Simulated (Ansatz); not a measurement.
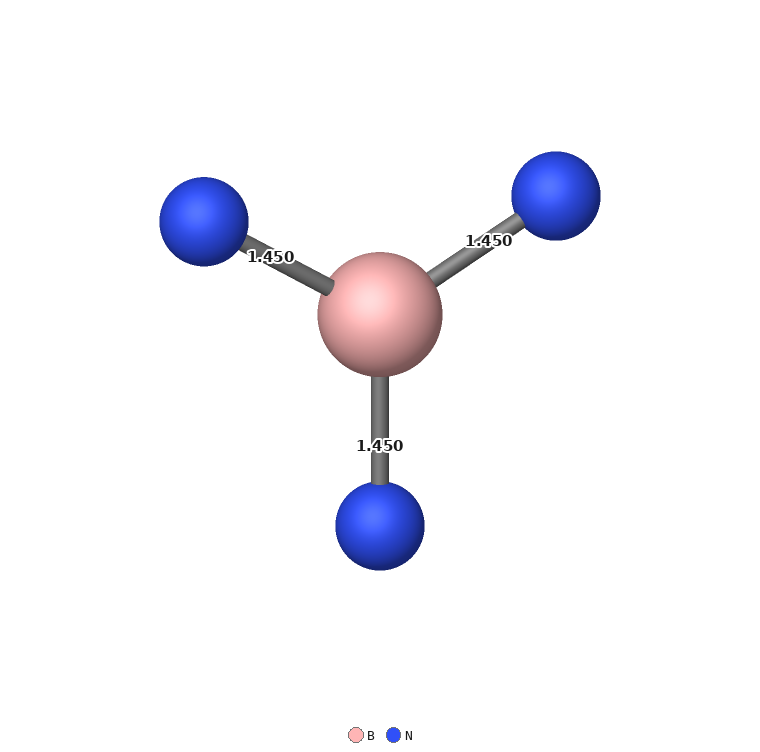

The surroundings of site B1 (at 0.000, 0.000, 0.500) in BN in space group P-6m2, with bond lengths in Å.

The cell is taken from coordinates from a relaxation with Ansatz, DFT, PAW plane waves, pbe, spin-orbit.

```yaml
crystal:
  lattice:
    - [2.51218, 0.00000, 0.00000]
    - [-1.25609, 2.17561, 0.00000]
    - [0.00000, 0.00000, 8.34584]
  atoms:
    - { symbol: B, position: [0.00000, 0.00000, 0.50000] }
    - { symbol: B, position: [0.33333, 0.66667, 0.00000] }
    - { symbol: N, position: [0.00000, 0.00000, 0.00000] }
    - { symbol: N, position: [0.66667, 0.33333, 0.50000] }
```

Bond valence s = exp((R0 − d)/b), R0 fitted to published crystal structures with b = 0.37 Å; R0 in Å: B3+–N 1.483.

> Calculate the bond-valence sum of B1 from the bonds drawn.

3 × 1.093 = 3.28 v.u., against a formal valence of 3: overbonded (bonds short for this ion) by 0.28.

> And over the whole structure?

```tsv
site	x, y, z	formal valence	bond-valence sum	difference
B1	0.000, 0.000, 0.500	+3	3.35	0.35
B2	0.333, 0.667, 0.000	+3	3.35	0.35
N1	0.000, 0.000, 0.000	−3	3.35	0.35
N2	0.667, 0.333, 0.500	−3	3.35	0.35
```

These sums include all anions within 5 Å. The global instability index (root mean square of the differences over all atoms) is 0.35 v.u.: above 0.2, which by the usual rule of thumb marks a strained structure. Cells relaxed with PBE tend to have slightly long bonds, which lowers the sums.
